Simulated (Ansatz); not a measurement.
LiNbO3: geometry relaxation (part 1 of 2)

- system: LiNbO3 (10 atoms in the cell)
- method: DFT r2SCAN, scalar-relativistic, plane waves, PAW, no spin polarisation (Ansatz 0.2.0)

The structure derives from an entry of the Crystallography Open Database. Figures and captions count atoms from 1; the log counts them from 0 in places.

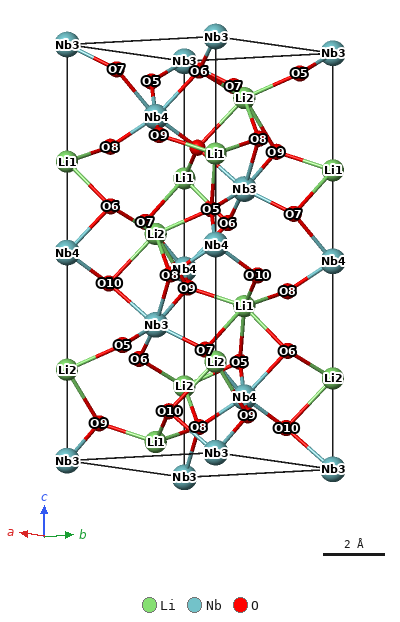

Figure 1. The structure as given in the input (ball-and-stick view of the cell 3 times as large as that of the calculation, set on its symmetry axes, seen at an oblique angle; atoms are numbered from 1 in the order of the input). Near neighbours in the crystal (not all of them lie inside the picture): Li has 6 O at 2.07 to 2.24 Å; Nb has 6 O at 1.88 to 2.13 Å; O has 2 Li at 2.07 to 2.24 Å and 2 Nb at 1.88 to 2.13 Å.

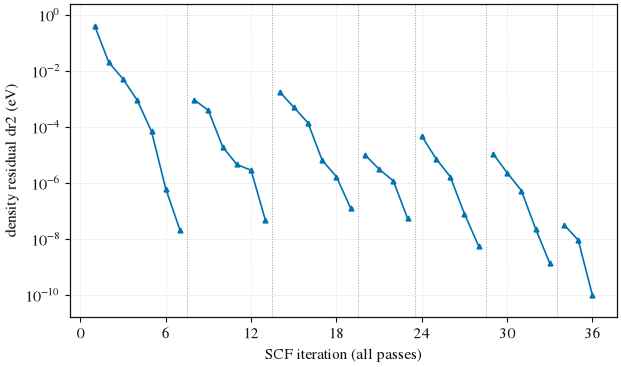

Figure 2. Convergence of the self-consistent field: density residual dr2 against the SCF iteration. The dotted lines part the SCF passes of the relaxation: geometry steps, rejected trials and re-solves on a re-selected basis. The 7 passes take 3 to 7 iterations each, 36 in all.

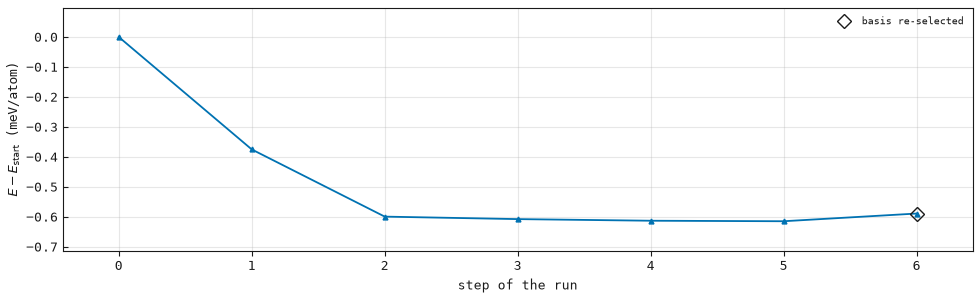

Figure 3. Progress of the relaxation, step by step (the first geometry is step 0 here and step 1 in the log).

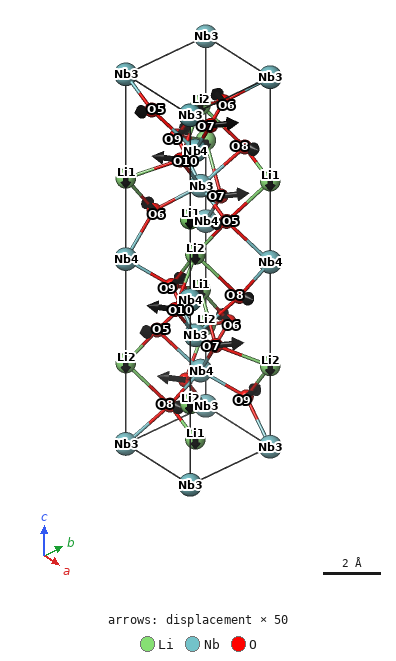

Figure 4. The starting structure with the displacements (without the part carried along by the change of the cell) as black arrows, magnified 50 times (ball-and-stick view of the cell 3 times as large as that of the calculation, set on its symmetry axes, seen at an oblique angle). After 5 geometry steps the energy has fallen by 0.6 meV per atom. The largest force component goes from 0.1 to 0.0035 eV/Å. Pressure: 0.45 GPa at the start and 0.03 GPa at the end. The largest moves relative to the cell, 0.021 Å, are those of O5, O6, O7, O8, O9 and O10. Largest moves by element: O 0.021 Å, Li 0.008 Å, Nb 0.001 Å. The drawn cell changes as follows: a = b 5.152 → 5.138 Å (−0.3 %), c 13.869 → 13.884 Å (+0.1 %); the volume changes by −0.4 %. Distances before and after: Li1–O10 2.069 → 2.049 Å, Nb3–O10 2.128 → 2.136 Å. The space group stays R3c (No. 161). A last SCF at the same geometry on a re-selected plane-wave basis shifts the energy by +0.0 meV per atom. (Atoms are counted from 1 in the order of the input.)

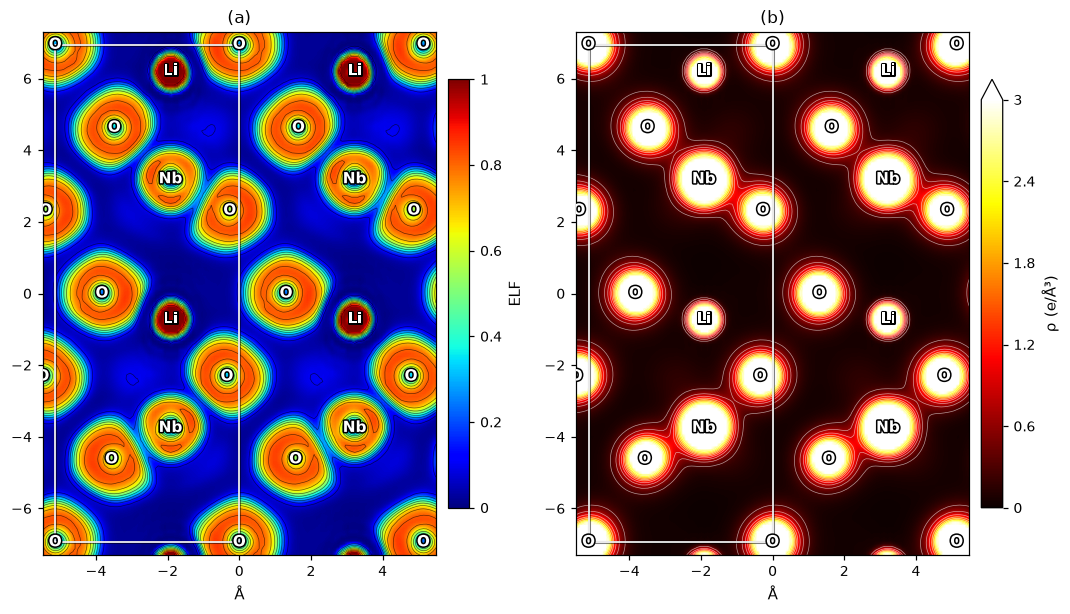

Figure 5. (a) ELF; (b) valence pseudo-density on the (100) plane of the conventional cell. The section cuts through Li, Nb and O sites. Nb–O (1.88 Å): ρ is about 1.2 e/Å³ halfway; the ELF peaks at about 0.80 in the valence shell of O, 0.6 Å from its nucleus, and drops to about 0.30 between the two atoms. Li–O (2.05 Å): the density is about 0.29 e/Å³ at the midpoint; the ELF is about 0.55 at the midpoint. Nb–O (2.14 Å): ρ at the midpoint is about 0.6 e/Å³; the ELF peaks at about 0.85 in the valence shell of O, 0.6 Å from its nucleus, and drops to about 0.15 between the two atoms. Away from the nuclei the density in this plane falls to 0.02 e/Å³ at its lowest. The strong features right at Li and Nb lie inside the PAW spheres (semicore, d or f shells) and say nothing about bonding. The fields are those of the smooth PAW valence density.

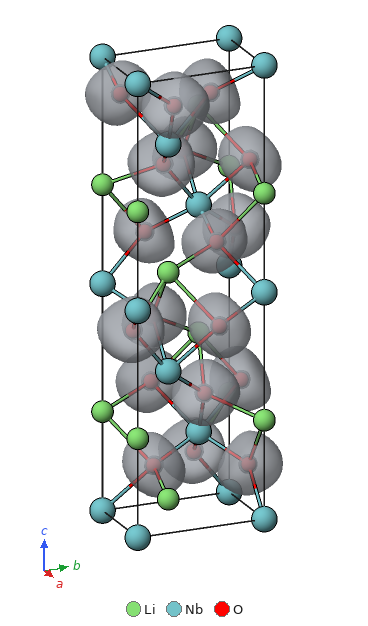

Figure 6. Isosurface of the ELF at 0.6 (grey), seen slightly off an axis. Core shells and regions of very low density are left out. Sticks mark near contacts. The outline is the cell set on symmetry axes. Values along the shortest contacts: Nb–O (1.88 Å): the ELF peaks at about 0.80 in the valence shell of O, 0.6 Å from its nucleus, and drops to about 0.30 between the two atoms. Li–O (2.05 Å): the ELF is about 0.55 at the midpoint.

The input and output of the run follow.

The input:
```yaml
crystal:
  lattice:
    - [2.5758, 1.4871388234, 4.623]
    - [-2.5758, 1.4871388234, 4.623]
    - [0.0, -2.9742776468, 4.623]
  atoms:
    - { symbol: Li, position: [0.2815, 0.2815, 0.2815] }
    - { symbol: Li, position: [0.7815, 0.7815, 0.7815] }
    - { symbol: Nb, position: [5.5e-05, 5.5e-05, 5.5e-05] }
    - { symbol: Nb, position: [0.500055, 0.500055, 0.500055] }
    - { symbol: O, position: [0.11231, 0.35836, 0.71959] }
    - { symbol: O, position: [0.71959, 0.11231, 0.35836] }
    - { symbol: O, position: [0.35836, 0.71959, 0.11231] }
    - { symbol: O, position: [0.21959, 0.85836, 0.61231] }
    - { symbol: O, position: [0.85836, 0.61231, 0.21959] }
    - { symbol: O, position: [0.61231, 0.21959, 0.85836] }
basis:
  ecutwfc: 500
kpoints:
  mp_grid: { grid: [6, 6, 6] }
hamiltonian:
  xc: r2scan
scf:
  occupations: { method: gaussian, width: 0.02 }
output:
  forces: true
  stress: true
  eigenvalues: true
  write_density: true
  write_potential: true
  elf: true
  volumetric_format: npy
relax:
  adjacent_minimum: "off"
  f_tol: 0.005
  max_steps: 80
  cell: { stress_tol: 0.05 }
```

Launched with:
```bash
ansatz run input.yaml --threads 2 --pin off --max-ram 5120MiB --backend cpu --events-out ev --progress --plain --runs-dir out
```

Log:
```
Engine: ansatz 0.2.0, x86_64-unknown-linux-gnu
Pseudopotentials: kind: paw
Pseudopotential: Li, paw, valence charge 3, recommended cutoff 500 eV (meta_gga), Li.paw.azcp
Pseudopotential: Nb, paw, valence charge 13, recommended cutoff 500 eV (meta_gga), Nb.paw.azcp
Pseudopotential: O, paw, valence charge 6, recommended cutoff 500 eV (meta_gga), O.paw.azcp
Functional definition: r2SCAN
  parameter k0 = 0.174
  parameter k1 = 0.065
  parameter a1 = 4.9479
  exchange = r2scan_x(k0 = k0, k1 = k1, a1 = a1)
  correlation = r2scan_c
Crystal: 10 atoms, lattice volume = 106.252 Å³
Basis set: ecut = 500 eV, 2681 PW (Γ), exchange–correlation on 180×180×180 points (64 copies of the dense FFT grid, shifted against one another)
Bands: 44, of which v1, the nominal top of the filled ones, is band 34 counted from 1 (33 counted from 0)
Symmetry: 6 space group operations
Space group: R3c (ITA 161), of the structure as read, at distance tolerance 4.7e-5 Å
k-points: 32 of 216 (time reversal used)
Non-local potential: Li, projectors of the file, l = 0: 3, l = 1: 2, l = 2: 1
Non-local potential: Nb, projectors of the file, l = 0: 3, l = 1: 2, l = 2: 2, l = 3: 1
Non-local potential: O, projectors of the file, l = 0: 2, l = 1: 2, l = 2: 1
PAW form: soft (Blöchl's): semilocal exchange-correlation on the pseudo side does not see the compensation charge
PAW frozen core: Nb, regenerated for the run's functional (the file was generated under x = pbe(κ = 0.804, μ = 0.2195149727645171), c = pbe(β = 0.06672455060314922))
PAW frozen core: O, regenerated for the run's functional (the file was generated under x = pbe(κ = 0.804, μ = 0.2195149727645171), c = pbe(β = 0.06672455060314922))
PAW one-centre angular grid: Li, 302 points (default); XC on 327 of its mesh's 2665 points in the sphere
PAW one-centre angular grid: Nb, 590 points (default); XC on 160 Gauss nodes
PAW one-centre angular grid: O, 302 points (default); XC on 160 Gauss nodes
Initial density: superposition of atomic densities (neutral atoms: chi_scale 0, normalization atom), corrected by the library's trained network
Initial wavefunctions: pseudopotential atomic-orbital guess
Functional: x = r2scan, c = r2scan; τ floored in thin density (d = 2e-4 eV/Å³)
SCF iter   1: F=—  HF=-12961.347757 eV  |F-HF|=—  |Δ(HF+E_count)|=         —  Δρ=1.65e-2  dr2=4.06e-1  dr2_τ=5.89e-1  ethr=1.77e-3  ⟨swp⟩=6.2  Hψ=5553  notcnv=0  defer=5
preconditioner: auto → Resta (q_TF=auto, 2.533 Å⁻¹)  ε∞=4.8  [insulator: Δε(μ)=4.381 eV  Ē_g=12.748 eV  σ=0.020 eV  W_gap=1.00  n_scr=26 (ndim 8)  ℏωp=25.0 eV  f_vac=0.019  D(μ)=0.00/eV (n_scr^D=0)  ε∞_Penn≈4.8]
SCF iter   2: F=—  HF=-12961.389124 eV  |F-HF|=—  |Δ(HF+E_count)|=   4.14e-2  Δρ=7.45e-3  dr2=1.98e-2  dr2_τ=2.35e-2  ethr=5.97e-4  ⟨swp⟩=2.5  Hψ=2561  notcnv=0  defer=125
SCF iter   3: F=—  HF=-12961.387924 eV  |F-HF|=—  |Δ(HF+E_count)|=   1.20e-3  Δρ=3.04e-3  dr2=5.06e-3  dr2_τ=5.61e-4  ethr=2.91e-5  ⟨swp⟩=2.0  Hψ=2242  notcnv=0  defer=125
SCF iter   4: F=—  HF=-12961.387706 eV  |F-HF|=—  |Δ(HF+E_count)|=   2.19e-4  Δρ=1.35e-3  dr2=8.81e-4  dr2_τ=1.05e-4  ethr=7.45e-6  ⟨swp⟩=2.0  Hψ=1478  notcnv=0  defer=125
SCF iter   5: F=—  HF=-12961.387689 eV  |F-HF|=—  |Δ(HF+E_count)|=   1.68e-5  Δρ=2.87e-4  dr2=6.87e-5  dr2_τ=3.71e-6  ethr=1.30e-6  ⟨swp⟩=2.0  Hψ=2243  notcnv=0  defer=125
SCF iter   6: F=—  HF=-12961.387872 eV  |F-HF|=—  |Δ(HF+E_count)|=   1.83e-4  Δρ=3.27e-5  dr2=6.16e-7  dr2_τ=1.28e-7  ethr=1.01e-7  ⟨swp⟩=2.9  Hψ=2466  notcnv=0  defer=125
SCF iter   7: F=-12961.387872 eV  HF=-12961.387872 eV  |F-HF|=3.03e-9  |Δ(HF+E_count)|=   1.81e-7  Δρ=5.01e-6  dr2=2.06e-8  dr2_τ=1.73e-9  ethr=1.47e-10  ⟨swp⟩=14.2  Hψ=9987  notcnv=0
SCF 1 converged in 7 iterations: F = -12961.387872 eV  dr2 = 2.06e-8
  greatest PAW one-centre occupation: 1.001 electrons in one spin orbital (limit 2), on the Nb atom at site 3 (counted from 0), in its partial waves of l = 0
relax step   1: F+E_penalty+E_count = -12961.38787202 eV  Δ(F+E_penalty+E_count) = +0.000e0 eV  max|allowed force component| = 1.030e-1 eV/Å  Δτ_max = 0.0000 Å  P = +0.448 GPa  Ω = 106.252 Å³  (7 SCF iters, dr2 threshold 1.00e-7 eV, accepted)
Crystal: 10 atoms, lattice volume = 106.283 Å³
Initial density: handed on by an earlier stage of this run
Initial wavefunctions: those handed on with the density
iter 1 solved again at ethr=1.25e-6 eV; its pass at ethr=3.10e-3 eV (dr2=8.47e-4 eV) is discarded
SCF iter   1: F=—  HF=-12961.390988 eV  |F-HF|=—  |Δ(HF+E_count)|=         —  Δρ=1.19e-3  dr2=9.21e-4  dr2_τ=3.27e-2  ethr=1.25e-6  ⟨swp⟩=2.0  Hψ=5728  notcnv=0
preconditioner: auto → Resta (q_TF=auto, 2.533 Å⁻¹)  ε∞=5.0  [insulator: Δε(μ)=4.015 eV  Ē_g=12.435 eV  σ=0.020 eV  W_gap=1.00  n_scr=26 (ndim 8)  ℏωp=25.0 eV  f_vac=0.020  D(μ)=0.00/eV (n_scr^D=0)  ε∞_Penn≈5.0]
SCF iter   2: F=—  HF=-12961.391442 eV  |F-HF|=—  |Δ(HF+E_count)|=   4.54e-4  Δρ=6.85e-4  dr2=3.84e-4  dr2_τ=3.06e-5  ethr=1.25e-6  ⟨swp⟩=2.0  Hψ=2752  notcnv=0
SCF iter   3: F=—  HF=-12961.391603 eV  |F-HF|=—  |Δ(HF+E_count)|=   1.61e-4  Δρ=1.96e-4  dr2=1.93e-5  dr2_τ=7.89e-6  ethr=5.64e-7  ⟨swp⟩=2.0  Hψ=1984  notcnv=0
SCF iter   4: F=—  HF=-12961.391621 eV  |F-HF|=—  |Δ(HF+E_count)|=   1.80e-5  Δρ=8.70e-5  dr2=4.52e-6  dr2_τ=5.90e-7  ethr=2.84e-8  ⟨swp⟩=2.0  Hψ=1981  notcnv=0
SCF iter   5: F=—  HF=-12961.391624 eV  |F-HF|=—  |Δ(HF+E_count)|=   2.95e-6  Δρ=5.66e-5  dr2=2.82e-6  dr2_τ=5.18e-7  ethr=6.64e-9  ⟨swp⟩=2.0  Hψ=2098  notcnv=0
SCF iter   6: F=-12961.391623 eV  HF=-12961.391623 eV  |F-HF|=1.58e-8  |Δ(HF+E_count)|=   1.82e-7  Δρ=8.69e-6  dr2=4.78e-8  dr2_τ=4.66e-9  ethr=9.75e-10  ⟨swp⟩=6.2  Hψ=8800  notcnv=0
SCF 2 converged in 6 iterations: F = -12961.391623 eV  dr2 = 4.78e-8
relax step   2: F+E_penalty+E_count = -12961.39162338 eV  Δ(F+E_penalty+E_count) = -3.751e-3 eV  max|allowed force component| = 4.625e-2 eV/Å  Δτ_max = 0.0110 Å  P = -0.252 GPa  Ω = 106.283 Å³  energy of the carried Pulay correction = -1.736e-5 eV  (6 SCF iters, dr2 threshold 6.63e-7 eV, accepted)
Crystal: 10 atoms, lattice volume = 105.765 Å³
Basis set: ecut = 500 eV, 2669 PW (Γ), exchange–correlation on 180×180×180 points (64 copies of the dense FFT grid, shifted against one another)
iter 1 solved again at ethr=2.78e-6 eV; its pass at ethr=3.10e-3 eV (dr2=1.89e-3 eV) is discarded
SCF iter   1: F=—  HF=-12961.394400 eV  |F-HF|=—  |Δ(HF+E_count)|=         —  Δρ=1.28e-3  dr2=1.78e-3  dr2_τ=2.90e-2  ethr=2.78e-6  ⟨swp⟩=2.0  Hψ=6198  notcnv=0
preconditioner: auto → Resta (q_TF=auto, 2.535 Å⁻¹)  ε∞=5.0  [insulator: Δε(μ)=4.034 eV  Ē_g=12.446 eV  σ=0.020 eV  W_gap=1.00  n_scr=26 (ndim 8)  ℏωp=25.0 eV  f_vac=0.019  D(μ)=0.00/eV (n_scr^D=0)  ε∞_Penn≈5.0]
SCF iter   2: F=—  HF=-12961.393739 eV  |F-HF|=—  |Δ(HF+E_count)|=   6.61e-4  Δρ=7.12e-4  dr2=5.03e-4  dr2_τ=7.10e-5  ethr=2.62e-6  ⟨swp⟩=2.0  Hψ=2752  notcnv=0
SCF iter   3: F=—  HF=-12961.393682 eV  |F-HF|=—  |Δ(HF+E_count)|=   5.69e-5  Δρ=3.25e-4  dr2=1.38e-4  dr2_τ=1.52e-5  ethr=7.39e-7  ⟨swp⟩=2.3  Hψ=2155  notcnv=0
SCF iter   4: F=—  HF=-12961.393862 eV  |F-HF|=—  |Δ(HF+E_count)|=   1.79e-4  Δρ=9.40e-5  dr2=6.36e-6  dr2_τ=5.39e-7  ethr=2.03e-7  ⟨swp⟩=2.1  Hψ=1989  notcnv=0
SCF iter   5: F=—  HF=-12961.393865 eV  |F-HF|=—  |Δ(HF+E_count)|=   3.30e-6  Δρ=3.17e-5  dr2=1.66e-6  dr2_τ=1.66e-7  ethr=9.36e-9  ⟨swp⟩=2.0  Hψ=1984  notcnv=0
SCF iter   6: F=-12961.393865 eV  HF=-12961.393865 eV  |F-HF|=4.82e-8  |Δ(HF+E_count)|=   2.36e-7  Δρ=1.07e-5  dr2=1.25e-7  dr2_τ=5.72e-9  ethr=7.10e-10  ⟨swp⟩=8.8  Hψ=8301  notcnv=0
SCF 3 converged in 6 iterations: F = -12961.393865 eV  dr2 = 1.25e-7
relax step   3: F+E_penalty+E_count = -12961.39386457 eV  Δ(F+E_penalty+E_count) = -2.241e-3 eV  max|allowed force component| = 4.254e-2 eV/Å  Δτ_max = 0.0103 Å  P = -0.039 GPa  Ω = 105.765 Å³  energy of the carried Pulay correction = +2.767e-4 eV  (6 SCF iters, dr2 threshold 4.83e-7 eV, accepted)
Crystal: 10 atoms, lattice volume = 105.752 Å³
iter 1 solved again at ethr=1.60e-8 eV; its pass at ethr=3.10e-3 eV (dr2=1.09e-5 eV) is discarded
SCF iter   1: F=—  HF=-12961.393871 eV  |F-HF|=—  |Δ(HF+E_count)|=         —  Δρ=1.45e-4  dr2=1.01e-5  dr2_τ=2.10e-4  ethr=1.60e-8  ⟨swp⟩=3.0  Hψ=5912  notcnv=0
preconditioner: auto → Resta (q_TF=auto, 2.535 Å⁻¹)  ε∞=5.0  [insulator: Δε(μ)=4.025 eV  Ē_g=12.437 eV  σ=0.020 eV  W_gap=1.00  n_scr=26 (ndim 8)  ℏωp=25.0 eV  f_vac=0.019  D(μ)=0.00/eV (n_scr^D=0)  ε∞_Penn≈5.0]
SCF iter   2: F=—  HF=-12961.393946 eV  |F-HF|=—  |Δ(HF+E_count)|=   7.57e-5  Δρ=8.78e-5  dr2=3.09e-6  dr2_τ=6.51e-7  ethr=1.49e-8  ⟨swp⟩=2.0  Hψ=2492  notcnv=0
SCF iter   3: F=—  HF=-12961.393948 eV  |F-HF|=—  |Δ(HF+E_count)|=   1.28e-6  Δρ=3.62e-5  dr2=1.17e-6  dr2_τ=2.65e-7  ethr=4.54e-9  ⟨swp⟩=2.1  Hψ=2079  notcnv=0
SCF iter   4: F=-12961.393948 eV  HF=-12961.393948 eV  |F-HF|=7.29e-9  |Δ(HF+E_count)|=   1.37e-7  Δρ=7.36e-6  dr2=5.40e-8  dr2_τ=1.18e-8  ethr=1.66e-10  ⟨swp⟩=6.2  Hψ=8955  notcnv=0
SCF 4 converged in 4 iterations: F = -12961.393948 eV  dr2 = 5.40e-8
relax step   4: F+E_penalty+E_count = -12961.39394760 eV  Δ(F+E_penalty+E_count) = -8.302e-5 eV  max|allowed force component| = 2.946e-2 eV/Å  Δτ_max = 0.0010 Å  P = +0.006 GPa  Ω = 105.752 Å³  energy of the carried Pulay correction = +2.839e-4 eV  (4 SCF iters, dr2 threshold 1.13e-7 eV, accepted)
Crystal: 10 atoms, lattice volume = 105.791 Å³
iter 1 solved again at ethr=6.95e-8 eV; its pass at ethr=3.10e-3 eV (dr2=4.73e-5 eV) is discarded
```
